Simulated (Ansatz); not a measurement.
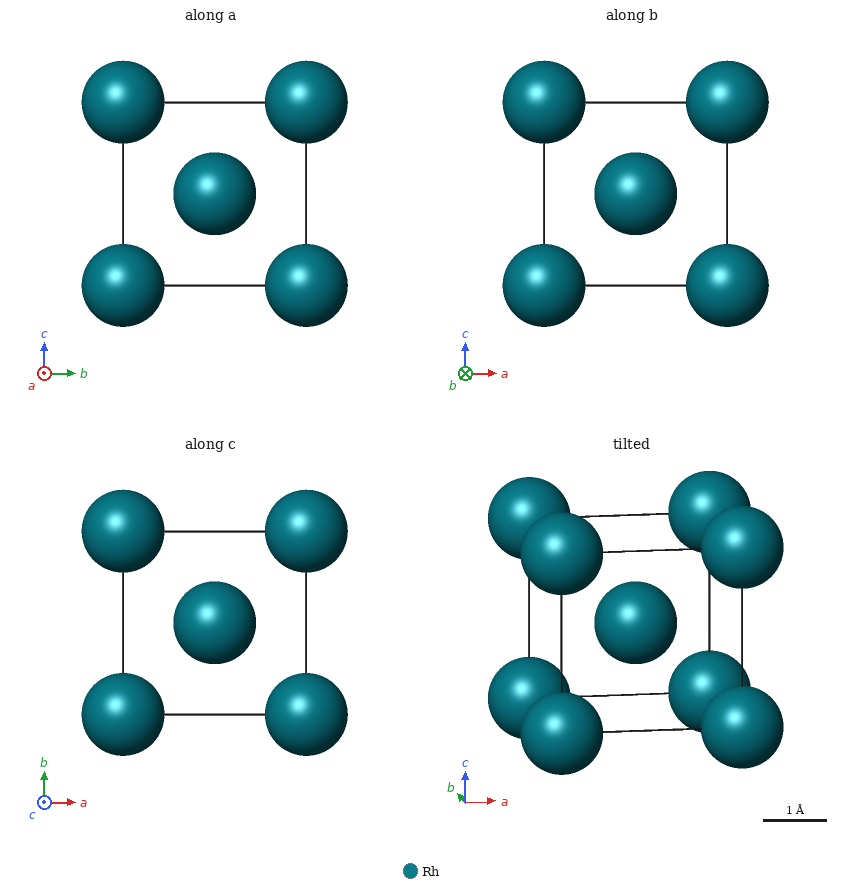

View along the a axis, along the b axis, along the c axis and slightly off an axis, drawn as a spheres-only model. The conventional unit cell is drawn as a box.

Lattice parameters: a = 2.919 Å, b = 2.919 Å, c = 2.919 Å, α = 90.00°, β = 90.00°, γ = 90.00°. Put a along x and b in the xy plane.

**Set out the cell and atoms as a POSCAR file.**

```
Rh
1.0
     2.919    0.000    0.000
     0.000    2.919    0.000
     0.000    0.000    2.919
Rh
2
Direct
  0.0000 0.0000 0.0000
  0.5000 0.5000 0.5000
```

Provenance: a structure type filled with this element by a generator (whether the element takes this form wasn't checked). Earlier steps of the study may have refined or changed the cell and positions. A calculation with Ansatz used it as input.

At this level of theory the cell isn't at rest (compressed, at 45 GPa), so its distances can differ from those at equilibrium, the more so the softer the solid.
